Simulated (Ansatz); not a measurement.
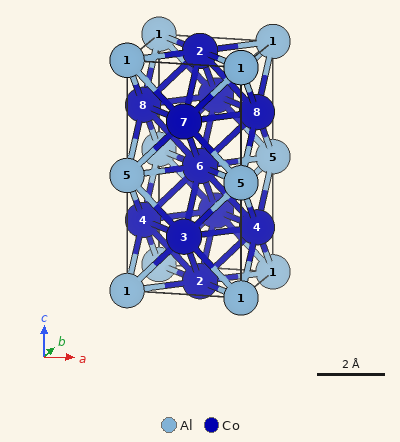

*The structure as given in the input (ball-and-stick view of the cell of the calculation, seen slightly off an axis; atoms are numbered from 1 in the order of the input). An atom can appear more than once, as a periodic image.*

Near neighbours in the periodic cell (some may lie outside the picture): Al has 12 Co at 2.53 Å; Co has 4 Al at 2.53 Å and 8 Co at 2.53 Å.

**Run report: AlCo3, single-point calculation (part 1 of 2)**

- system: AlCo3 (Pm-3m, 8 atoms in the cell)
- method: DFT r2SCAN, scalar-relativistic, plane waves, PAW, spin-polarised (Ansatz 0.2.0)

The structure derives from a Materials Project entry. It belongs to a series of runs on one base structure; here: antiferromagnetic, doubled cell, propagation vector (0, 0, 1/2). Figures and captions count atoms from 1; the log counts them from 0 in places.

Input file
```yaml
crystal:
  lattice:
    - [3.574948, 0.0, 0.0]
    - [0.0, 3.574948, 0.0]
    - [0.0, 0.0, 7.149896]
  atoms:
    - { symbol: Al, position: [0.0, 0.0, 0.0] }
    - { symbol: Co, position: [0.5, 0.5, 0.0], spin: 3.0 }
    - { symbol: Co, position: [0.5, 0.0, 0.25], spin: 3.0 }
    - { symbol: Co, position: [0.0, 0.5, 0.25], spin: 3.0 }
    - { symbol: Al, position: [0.0, 0.0, 0.5] }
    - { symbol: Co, position: [0.5, 0.5, 0.5], spin: -3.0 }
    - { symbol: Co, position: [0.5, 0.0, 0.75], spin: -3.0 }
    - { symbol: Co, position: [0.0, 0.5, 0.75], spin: -3.0 }
basis:
  ecutwfc: 500
kpoints:
  mp_grid: { grid: [12, 12, 6] }
hamiltonian:
  xc: r2scan
scf:
  occupations: { method: gaussian, width: 0.1 }
  lower_state_search: "off"
output:
  forces: true
  stress: true
  eigenvalues: true
  populations: true
  write_density: true
  write_potential: true
  elf: true
  volumetric_format: npy
magnetization:
  spin_polarized: true
```

Machine: 1 thread of Intel Xeon @ 2.50GHz (Skylake/Cascade Lake), 189 GiB of memory available, shared host.

Command:
```bash
ansatz run input.yaml --threads 1 --pin off --max-ram 2560MiB --backend cpu --events-out ev --progress --plain --runs-dir out
```

What the program printed
```
Engine: ansatz 0.2.0, x86_64-unknown-linux-gnu
Pseudopotentials: kind: paw
Pseudopotential: Al, paw, valence charge 3, recommended cutoff 500 eV (meta_gga), Al.paw.azcp
Pseudopotential: Co, paw, valence charge 17, recommended cutoff 500 eV (meta_gga), Co.paw.azcp
Functional definition: r2SCAN
  parameter k0 = 0.174
  parameter k1 = 0.065
  parameter a1 = 4.9479
  exchange = r2scan_x(k0 = k0, k1 = k1, a1 = a1)
  correlation = r2scan_c
Crystal: 8 atoms, lattice volume = 91.377 Å³
Basis set: ecut = 500 eV, 2355 PW (Γ), exchange–correlation on 108×108×216 points (64 copies of the dense FFT grid, shifted against one another)
Bands: 76, of which v1, the nominal top of the filled ones, is band 54 counted from 1 (53 counted from 0)
Symmetry: 8 space group operations
Space group: P4mm (ITA 99), of the structure as read, at distance tolerance 4.5e-5 Å
Magnetic group: BNS 99.168 (UNI 828), of the structure as read, at distance tolerance 4.5e-5 Å
k-points: 112 of 864 (time reversal used)
Non-local potential: Al, projectors of the file, l = 0: 2, l = 1: 2, l = 2: 1
Non-local potential: Co, projectors of the file, l = 0: 3, l = 1: 2, l = 2: 3, l = 3: 1
PAW form: soft (Blöchl's): semilocal exchange-correlation on the pseudo side does not see the compensation charge
PAW frozen core: Al, regenerated for the run's functional (the file was generated under x = pbe(κ = 0.804, μ = 0.2195149727645171), c = pbe(β = 0.06672455060314922))
PAW frozen core: Co, regenerated for the run's functional (the file was generated under x = pbe(κ = 0.804, μ = 0.2195149727645171), c = pbe(β = 0.06672455060314922))
PAW one-centre angular grid: Al, 302 points (default); XC on 160 Gauss nodes
PAW one-centre angular grid: Co, 590 points (default); XC on 160 Gauss nodes
Initial density: superposition of atomic densities (chi_scale 0.1, normalization cell)
Starting moments: Σ|m| = 18 μB on 6 of 8 sites
Starting magnetic order: antiferromagnet; a translation exchanges its spin sublattices: spin-degenerate at every k-point
Initial wavefunctions: pseudopotential atomic-orbital guess
Functional: x = r2scan, c = r2scan; τ floored in thin density (d = 2e-4 eV/Å³)
iter 1 solved again at ethr=1.12e-3 eV; its pass at ethr=3.10e-3 eV (dr2=1.21e0 eV) is discarded
SCF iter   1: F=-31869.124947 eV  HF=-31867.667591 eV  |F-HF|=1.46e0  |Δ(HF+E_count)|=         —  Δρ=8.92e-2 (↑8.92e-2 ↓8.92e-2)  dr2=1.21e0  dr2_τ=1.41e-1  dr2_m=6.33e0  M=0.000 μB ∫|m|=12.469 μB  β_m=0.30  ethr=1.12e-3  ⟨swp⟩=2.6  Hψ=43587  notcnv=0
Mixer restart at iter 1: flushing history
preconditioner: auto → Kerker (q_TF=auto, 2.805 Å⁻¹)  [metal: Δε(μ)=0.001 eV  Ē_g=10.048 eV  σ=0.100 eV  W_gap=0.00  n_scr=38 (ndim 8)  ℏωp=30.1 eV  f_vac=0.000  D(μ)=11.30/eV (n_scr^D=150)]
spin=Collinear: Kerker preconditioning applied to the charge; magnetization (m = ρ↑ − ρ↓) channel mixes plain (no charge-response kernel on spin).
spin-set hold released at iteration 1 (the charge has settled, or the pull on large starting moments outlasts its swing): the magnetisation degrees of freedom join the quasi-Newton model from the next iteration; the mixer history was flushed
SCF iter   2: F=-31868.371142 eV  HF=-31868.808892 eV  |F-HF|=4.38e-1  |Δ(HF+E_count)|=    1.14e0  Δρ=7.78e-2 (↑7.78e-2 ↓7.78e-2)  dr2=2.20e0  dr2_τ=1.29e-1  dr2_m=4.49e0  M=0.000 μB ∫|m|=11.979 μB  β_m=0.30  ethr=1.12e-3  ⟨swp⟩=3.1  Hψ=12479  notcnv=0  defer=1  κ⁻¹=1.0e0(r=1)
SCF iter   3: F=-31868.572013 eV  HF=-31869.224064 eV  |F-HF|=6.52e-1  |Δ(HF+E_count)|=   4.15e-1  Δρ=6.95e-2 (↑6.95e-2 ↓6.95e-2)  dr2=2.06e0  dr2_τ=1.04e-1  dr2_m=3.54e0  M=0.000 μB ∫|m|=11.828 μB  β_m=0.30  ethr=1.12e-3  ⟨swp⟩=2.0  Hψ=11108  notcnv=0  defer=1418  κ⁻¹=4.1e-2(r=2)
SCF iter   4: F=-31870.258302 eV  HF=-31870.301310 eV  |F-HF|=4.30e-2  |Δ(HF+E_count)|=    1.08e0  Δρ=2.68e-2 (↑2.68e-2 ↓2.68e-2)  dr2=3.06e-1  dr2_τ=3.22e-2  dr2_m=5.18e-1  M=0.000 μB ∫|m|=10.946 μB  β_m=0.30  ethr=1.12e-3  ⟨swp⟩=2.5  Hψ=11625  notcnv=0  defer=1427  κ⁻¹=1.8e-2(r=3)
SCF iter   5: F=-31870.514517 eV  HF=-31870.471848 eV  |F-HF|=4.27e-2  |Δ(HF+E_count)|=   1.71e-1  Δρ=1.05e-2 (↑1.05e-2 ↓1.05e-2)  dr2=1.22e-1  dr2_τ=2.31e-3  dr2_m=4.69e-2  M=0.000 μB ∫|m|=10.278 μB  β_m=0.30  ethr=2.83e-4  ⟨swp⟩=3.0  Hψ=16568  notcnv=0  defer=1404  κ⁻¹=2.2e-3(r=4)
SCF iter   6: F=-31870.625738 eV  HF=-31870.553276 eV  |F-HF|=7.25e-2  |Δ(HF+E_count)|=   8.14e-2  Δρ=8.64e-3 (↑8.64e-3 ↓8.64e-3)  dr2=5.68e-2  dr2_τ=1.35e-3  dr2_m=3.45e-2  M=0.000 μB ∫|m|=10.177 μB  β_m=0.30  ethr=1.13e-4  ⟨swp⟩=2.2  Hψ=11404  notcnv=0  defer=1404  κ⁻¹=7.3e-4(r=5)
SCF iter   7: F=-31870.759233 eV  HF=-31870.731041 eV  |F-HF|=2.82e-2  |Δ(HF+E_count)|=   1.78e-1  Δρ=5.97e-3 (↑5.97e-3 ↓5.97e-3)  dr2=2.60e-2  dr2_τ=6.11e-4  dr2_m=1.49e-2  M=0.000 μB ∫|m|=10.189 μB  β_m=0.30  ethr=5.26e-5  ⟨swp⟩=2.0  Hψ=14664  notcnv=0  defer=1404  κ⁻¹=6.1e-5(r=6)
SCF iter   8: F=-31870.793651 eV  HF=-31870.769215 eV  |F-HF|=2.44e-2  |Δ(HF+E_count)|=   3.82e-2  Δρ=4.18e-3 (↑4.18e-3 ↓4.18e-3)  dr2=9.76e-3  dr2_τ=2.77e-4  dr2_m=6.92e-3  M=0.000 μB ∫|m|=10.223 μB  β_m=0.30  ethr=2.41e-5  ⟨swp⟩=1.3  Hψ=10551  notcnv=0  defer=1403  κ⁻¹=2.1e-5(r=7)
SCF iter   9: F=-31870.834618 eV  HF=-31870.823650 eV  |F-HF|=1.10e-2  |Δ(HF+E_count)|=   5.44e-2  Δρ=2.94e-3 (↑2.94e-3 ↓2.94e-3)  dr2=3.58e-3  dr2_τ=1.93e-4  dr2_m=3.55e-3  M=0.000 μB ∫|m|=10.193 μB  β_m=0.30  ethr=9.04e-6  ⟨swp⟩=2.0  Hψ=14408  notcnv=0  defer=1403  κ⁻¹=1.7e-5(r=8)
SCF iter  10: F=-31870.837870 eV  HF=-31870.829652 eV  |F-HF|=8.22e-3  |Δ(HF+E_count)|=   6.00e-3  Δρ=2.88e-3 (↑2.88e-3 ↓2.88e-3)  dr2=4.58e-3  dr2_τ=1.48e-4  dr2_m=3.45e-3  M=0.000 μB ∫|m|=10.192 μB  β_m=0.30  ethr=3.32e-6  ⟨swp⟩=2.0  Hψ=9676  notcnv=0  defer=1401  κ⁻¹=9.7e-6(r=8)
SCF iter  11: F=-31870.852139 eV  HF=-31870.853425 eV  |F-HF|=1.29e-3  |Δ(HF+E_count)|=   2.38e-2  Δρ=2.43e-3 (↑2.43e-3 ↓2.43e-3)  dr2=5.37e-3  dr2_τ=9.24e-5  dr2_m=3.19e-3  M=0.000 μB ∫|m|=10.167 μB  β_m=0.30  ethr=3.32e-6  ⟨swp⟩=2.1  Hψ=14384  notcnv=0  defer=1401  κ⁻¹=8.2e-6(r=8)
SCF iter  12: F=-31870.857541 eV  HF=-31870.858585 eV  |F-HF|=1.04e-3  |Δ(HF+E_count)|=   5.16e-3  Δρ=1.86e-3 (↑1.86e-3 ↓1.86e-3)  dr2=2.80e-3  dr2_τ=5.14e-5  dr2_m=2.22e-3  M=0.000 μB ∫|m|=10.141 μB  β_m=0.30  ethr=3.32e-6  ⟨swp⟩=2.0  Hψ=12236  notcnv=0  defer=1407  κ⁻¹=3.1e-5(r=8)
SCF iter  13: F=-31870.858566 eV  HF=-31870.858627 eV  |F-HF|=6.16e-5  |Δ(HF+E_count)|=   4.22e-5  Δρ=1.25e-3 (↑1.25e-3 ↓1.25e-3)  dr2=1.17e-3  dr2_τ=2.05e-5  dr2_m=9.18e-4  M=0.000 μB ∫|m|=10.148 μB  β_m=0.30  ethr=2.59e-6  ⟨swp⟩=2.0  Hψ=11428  notcnv=0  defer=1415  κ⁻¹=1.1e-4(r=8)
SCF iter  14: F=-31870.859138 eV  HF=-31870.858686 eV  |F-HF|=4.51e-4  |Δ(HF+E_count)|=   5.88e-5  Δρ=9.91e-4 (↑9.91e-4 ↓9.91e-4)  dr2=6.29e-4  dr2_τ=1.67e-5  dr2_m=5.15e-4  M=0.000 μB ∫|m|=10.148 μB  β_m=0.30  ethr=1.08e-6  ⟨swp⟩=1.9  Hψ=10295  notcnv=0  defer=1425  κ⁻¹=1.5e-4(r=8)
SCF iter  15: F=-31870.860775 eV  HF=-31870.860713 eV  |F-HF|=6.21e-5  |Δ(HF+E_count)|=   2.03e-3  Δρ=3.15e-4 (↑3.15e-4 ↓3.15e-4)  dr2=4.70e-5  dr2_τ=3.05e-6  dr2_m=5.28e-5  M=0.000 μB ∫|m|=10.144 μB  β_m=0.30  ethr=5.82e-7  ⟨swp⟩=2.0  Hψ=13640  notcnv=0  defer=1434  κ⁻¹=1.1e-4(r=8)
SCF iter  16: F=-31870.860722 eV  HF=-31870.860711 eV  |F-HF|=1.15e-5  |Δ(HF+E_count)|=   2.35e-6  Δρ=3.31e-4 (↑3.31e-4 ↓3.31e-4)  dr2=1.13e-4  dr2_τ=2.25e-6  dr2_m=4.47e-5  M=0.000 μB ∫|m|=10.145 μB  β_m=0.30  ethr=4.35e-8  ⟨swp⟩=2.1  Hψ=11638  notcnv=0  defer=1471  κ⁻¹=1.2e-4(r=8)
SCF iter  17: F=-31870.860815 eV  HF=-31870.860794 eV  |F-HF|=2.06e-5  |Δ(HF+E_count)|=   8.29e-5  Δρ=1.53e-4 (↑1.53e-4 ↓1.53e-4)  dr2=1.87e-5  dr2_τ=5.54e-7  dr2_m=7.14e-6  M=0.000 μB ∫|m|=10.143 μB  β_m=0.30  ethr=4.35e-8  ⟨swp⟩=2.0  Hψ=12810  notcnv=0  defer=1471  κ⁻¹=1.5e-4(r=8)
SCF iter  18: F=-31870.860832 eV  HF=-31870.860826 eV  |F-HF|=6.32e-6  |Δ(HF+E_count)|=   3.22e-5  Δρ=8.35e-5 (↑8.35e-5 ↓8.35e-5)  dr2=3.45e-6  dr2_τ=1.99e-7  dr2_m=3.07e-6  M=0.000 μB ∫|m|=10.142 μB  β_m=0.30  ethr=1.73e-8  ⟨swp⟩=2.0  Hψ=13034  notcnv=0  defer=1471  κ⁻¹=1.1e-4(r=8)
SCF iter  19: F=-31870.860837 eV  HF=-31870.860836 eV  |F-HF|=1.05e-6  |Δ(HF+E_count)|=   1.01e-5  Δρ=3.29e-5 (↑3.29e-5 ↓3.29e-5)  dr2=9.02e-7  dr2_τ=3.56e-8  dr2_m=3.97e-7  M=0.000 μB ∫|m|=10.143 μB  β_m=0.30  ethr=3.19e-9  ⟨swp⟩=2.0  Hψ=13071  notcnv=0  defer=1471  κ⁻¹=3.3e-5(r=8)
SCF iter  20: F=-31870.860839 eV  HF=-31870.860838 eV  |F-HF|=9.61e-7  |Δ(HF+E_count)|=   1.47e-6  Δρ=2.43e-5 (↑2.43e-5 ↓2.43e-5)  dr2=2.72e-7  dr2_τ=1.42e-8  dr2_m=2.56e-7  M=0.000 μB ∫|m|=10.143 μB  β_m=0.30  ethr=8.35e-10  ⟨swp⟩=2.0  Hψ=12824  notcnv=0  defer=1476  κ⁻¹=5.8e-5(r=8)
SCF iter  21: F=-31870.860840 eV  HF=-31870.860840 eV  |F-HF|=1.20e-7  |Δ(HF+E_count)|=   2.05e-6  Δρ=1.11e-5 (↑1.11e-5 ↓1.11e-5)  dr2=7.14e-8  dr2_τ=3.78e-9  dr2_m=4.93e-8  M=0.000 μB ∫|m|=10.143 μB  β_m=0.30  ethr=9.26e-11  ⟨swp⟩=12.5  Hψ=69617  notcnv=0  κ⁻¹=1.3e-5(r=8)
SCF iter  22: F=-31870.860840 eV  HF=-31870.860840 eV  |F-HF|=5.52e-8  |Δ(HF+E_count)|=   2.45e-7  Δρ=7.81e-6 (↑7.81e-6 ↓7.81e-6)  dr2=3.44e-8  dr2_τ=2.06e-9  dr2_m=2.60e-8  M=0.000 μB ∫|m|=10.143 μB  ethr=6.61e-11  ⟨swp⟩=7.7  Hψ=46324  notcnv=0
SCF 1 converged in 22 iterations: F = -31870.860840 eV  dr2 = 3.44e-8
  greatest PAW one-centre occupation: 1.004 electrons in one spin orbital (limit 2), on the Co atom at site 7 (counted from 0), in its partial waves of l = 1
```

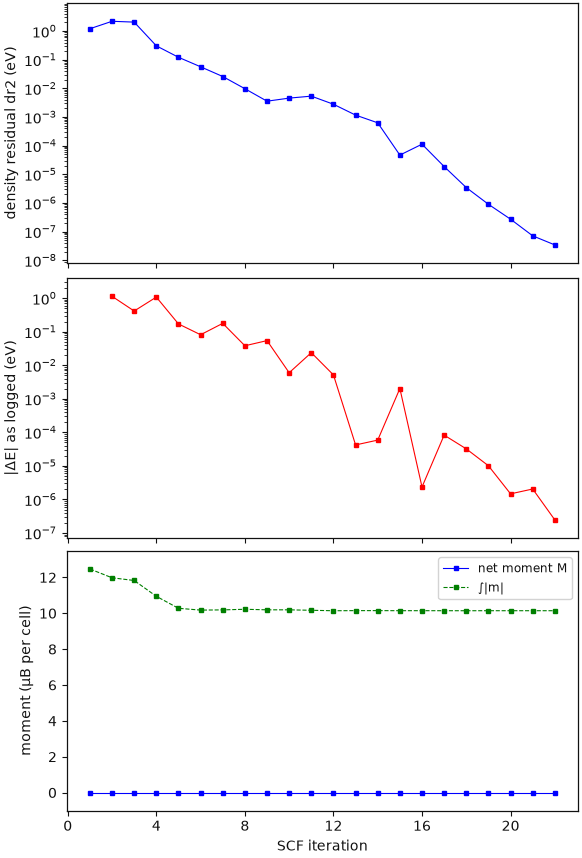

*Convergence of the self-consistent field: density residual dr2, size of the energy change and magnetic moment against the SCF iteration.*

The residual comes down, with one marked jump up, by a factor of about 2.5, at step 16. The net moment stays at 0.0 μB per cell.

```
this state was not tested for a lower state beside it, because the mixer in use, unlike msr1, does not test its closes by its own steps (another_mixer; see scf.mixing.algorithm and scf.lower_state_search)
SCF converged after 22 iterations
Magnetization: 0.0000 μB (54.0000 up, 54.0000 down)
Absolute magnetization: 10.1452 μB (∫|ρ↑−ρ↓|, with the PAW one-centre terms)
Spin contamination: 4.5258 ħ² per cell (⟨S²⟩ above its minimum at these occupations)
Per-site moments (μB) at R_I (Å): [(-0.012936791765387007, 1.04274636394058), (1.5305610550145592, 1.04274636394058), (1.625378196478899, 1.0427463639405803), (1.6253781964789005, 1.0427463639405803), (0.012936791765387099, 1.0427463639405803), (-1.5305610550145594, 1.0427463639405803), (-1.6253781964789, 1.04274636394058), (-1.6253781964789018, 1.04274636394058)]
Free energy (F): -31870.860840 eV
Harris-Foulkes:  -31870.860840 eV  (|F-HF|=5.52e-8)
Internal energy: -31870.830112 eV  (E = F + TS)
E sigma→0 (E₀):  -31870.845476 eV
Entropy (-TS):   -0.030728 eV (-3.841 meV/atom)
Fermi energy:    16.215621 eV
```
